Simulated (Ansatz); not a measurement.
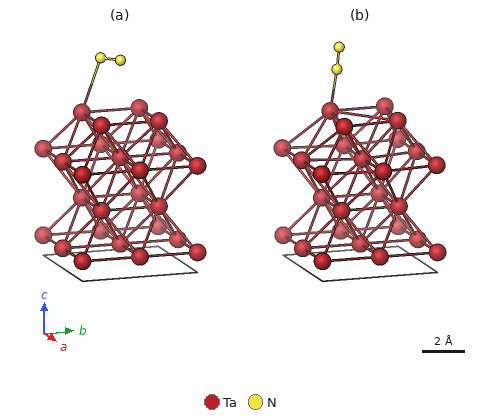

The structure of a slab of composition Ta8N (cut from the Fm-3m phase) before (left) and after (right) a constrained relaxation, at one scale.

The picture is a ball-and-stick view of the cell of the calculation, outlined in the plane, without the vacuum (origin shifted), seen slightly off an axis.

Case: 1 N2 a cell, flat, over a Ta atom of a lower plane. The slab is the (1 0 0) face of Ta with N2 on it. 8 atoms are held fixed.

These are results of DFT PBE+D3(BJ), scalar-relativistic, plane waves, PAW in Ansatz, not measurements. Settings: plane-wave cutoff 420 eV; k-point mesh 3 × 3 × 1; occupations gaussian; smearing width 0.1 eV; no spin polarisation; dipole correction; atoms relaxed in a fixed cell; force threshold 0.04 eV/Å; at most 100 steps.

**Summarise the run.**

After 21 accepted moves (24 points after the start) the energy has fallen by 1.252 eV per cell of the calculation. Largest force component: 0.99 eV/Å at the start, 0.038 eV/Å at the end. The line search rejected the trial steps at points 9, 21, 23 of the run. The atom that moves furthest is an N atom (1.28 Å at 66° to the normal (+c side)). Largest moves by element: N 1.28 Å, Ta 0.52 Å. The lattice vectors keep their values. Some distances before and after: N–Ta 2.990 → 2.141 Å, Ta–Ta 4.182 → 3.460 Å, Ta–Ta 4.182 → 3.562 Å, Ta–Ta 2.912 → 3.477 Å. Bond angles that change, for instance: Ta–N–N 109.3° → 177.0°. Cost: 4 min on 4 threads of Intel(R) Xeon(R) 6975P-C (Granite Rapids) (shared host), peak memory 2.4 GiB.

Limits of the set-up: the periodic images lie only 5.9 Å apart, so the values are limited by the cell's size.
